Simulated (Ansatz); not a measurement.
SiGe2

The calculation's input:

```
crystal:
  lattice:
    - [3.9538420109, 0.0, 0.0]
    - [-1.9769210054, 3.424127624, 0.0]
    - [0.0, 0.0, 9.6583490702]
  atoms:
    - { symbol: Si, position: [0.0, 0.0, -0.0017084882] }
    - { symbol: Si, position: [0.6666666667, 0.3333333333, 0.6681121495] }
    - { symbol: Ge, position: [0.3333333333, 0.6666666667, 0.3332235851] }
    - { symbol: Ge, position: [0.6666666667, 0.3333333333, 0.9168840578] }
    - { symbol: Ge, position: [0.3333333333, 0.6666666667, 0.5872658529] }
    - { symbol: Ge, position: [0.0, 0.0, 0.246222843] }
kpoints:
  mp_grid: { grid: [12, 12, 4] }
  band_path:
    path:
      - [0.0, 0.0, 0.0]
      - [0.5, 0.0, 0.0]
      - [0.3333333333, 0.3333333333, 0.0]
      - [0.0, 0.0, 0.5]
      - [0.5, 0.0, 0.5]
      - [0.3333333333, 0.3333333333, 0.5]
      - [0.0, 0.411458, 0.182292]
    npoints: 1
hamiltonian:
  xc: pbe
scf:
  occupations: { method: fermi_dirac, width: 0.02 }
  n_extra_bands: 10
magnetization:
  noncollinear: true
  spin_orbit: true
output:
  forces: true
  stress: true
  eigenvalues: true
  write_density: true
  write_potential: true
  elf: true
  volumetric_format: npy
```

Launched as:

```sh
ansatz run input.yaml --threads 4 --pin off --max-ram 6451MiB --backend cpu --events-out ev --progress --plain --runs-dir out
```

Below, planes, directions and counts refer to the conventional cell (a = 3.95 Å, b = 3.95 Å, c = 9.66 Å, α = 90.00°, β = 90.00°, γ = 120.00°).

Space group P3m1; started from the ordered alloy on diamond lattice prototype, which need not be the ambient phase; computed pressure about 3 GPa in this cell.

Theory: Ansatz, DFT, PBE with spin-orbit coupling, plane waves, PAW.

In a PAW calculation such maps are meaningful between the atoms, not at the nuclei.

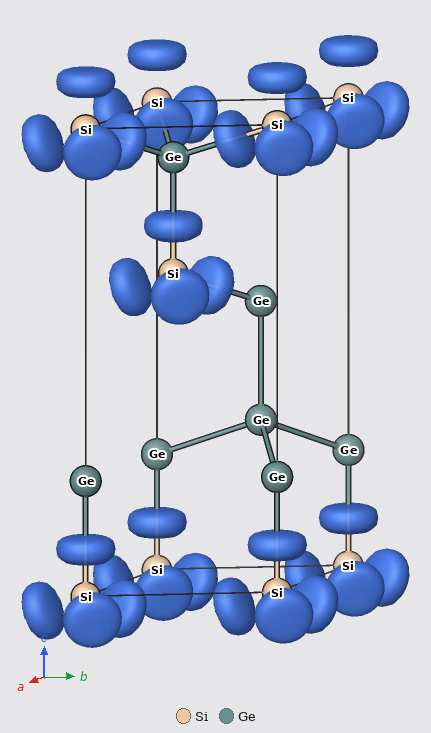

Figure 1. Isosurface of the ELF at 0.8 (blue), seen slightly off an axis. Core shells and regions of very low density are left out. Sticks mark near contacts.

**Where are the electrons localised?**

The ELF exceeds this value in eight regions between bonded Ge–Si atoms (shared pairs), counted in one cell of 6 atoms. Regions shared between cells count once.


Si–Ge (2.39 Å): the ELF peaks at about 0.90 between the atoms (a shared electron pair). Ge–Ge (2.43 Å): the ELF peaks at about 0.75 between the atoms; localised, covalent bonding.

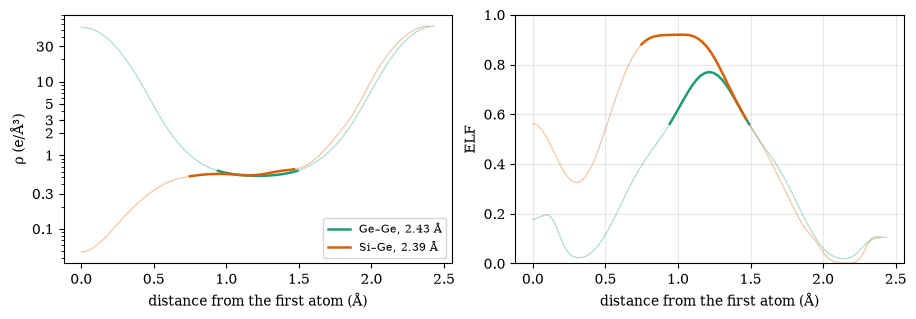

Figure 2. Valence pseudo-density and electron localisation function along straight lines between neighbouring atoms. Thin, pale parts lie inside the atomic spheres.

**What can be read from the curves?**

Ge–Ge (2.43 Å): ρ is about 0.52 e/Å³ halfway; the ELF peaks at about 0.75 between the atoms; a covalent bond.
Si–Ge (2.39 Å): ρ at the midpoint is about 0.54 e/Å³; the ELF peaks at about 0.90 between the atoms: a covalent bond.

**Metal or insulator at this level of theory?**

It is gapped, with a Kohn–Sham gap of 0.45 eV on the k-point mesh, an upper bound to the gap of this method.
